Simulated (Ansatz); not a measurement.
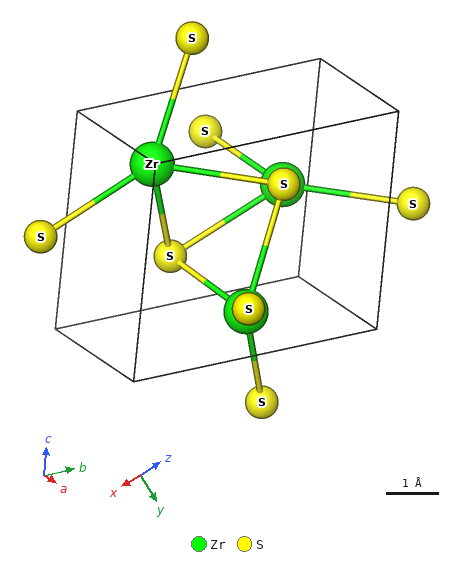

A scan of solid Zr3S2 (R32): the ratio of the cell's length along z to its lengths across, counted as 1 for the reference, is changed at fixed volume (a c/a path), with the atoms kept at their fractional coordinates. x, y and z are the Cartesian axes of the input. The picture shows the reference cell. The picture is a ball-and-stick view of the cell of the calculation, seen slightly off an axis.

Computed with DFT PBE, scalar-relativistic, plane waves, PAW (Ansatz). Set-up: plane-wave cutoff 420 eV; k-point mesh 12 × 12 × 12; occupations gaussian; smearing width 0.15 eV; no spin polarisation. Energies (free energies at the smearing named) are counted from the relaxed crystal.

```xyz
5
Lattice="2.8952 1.6716 3.4804 -2.8952 1.6716 3.4804 0.0000 -3.3431 3.4804" Properties=species:S:1:pos:R:3 pbc="T T T"
Zr   -1.9565    0.0000    5.2206
Zr    0.9783   -1.6944    5.2206
Zr    0.9783    1.6944    5.2206
S     0.0000    0.0000    3.4954
S     0.0000    0.0000    6.9457
```

What energies does the calculation give (the relative ratio: 0.80, 0.85, 0.92, 0.96, 1.00, 1.05, 1.10, 1.20, 1.30)?

| axial ratio over its reference value | energy change (meV/atom) |
| --- | --- |
| 0.80 | 195 |
| 0.85 | 106 |
| 0.92 | 29 |
| 0.96 | 7 |
| 1.00 | 0 |
| 1.05 | 11 |
| 1.10 | 41 |
| 1.20 | 152 |
| 1.30 | 320 |

Of the computed points the lowest is at the relative ratio 1.00, 0 meV/atom. The end points stand at 195 meV/atom (0.80) and 320 meV/atom (1.30). The distortion keeps the space group R32. At the relative ratio 1.30 the cell of the drawing goes a 4.826 → 5.155 Å, b 4.826 → 5.155 Å, c 4.826 → 5.155 Å, α 73.7° → 61.9°, β 73.7° → 61.9°, γ 73.7° → 61.9°.
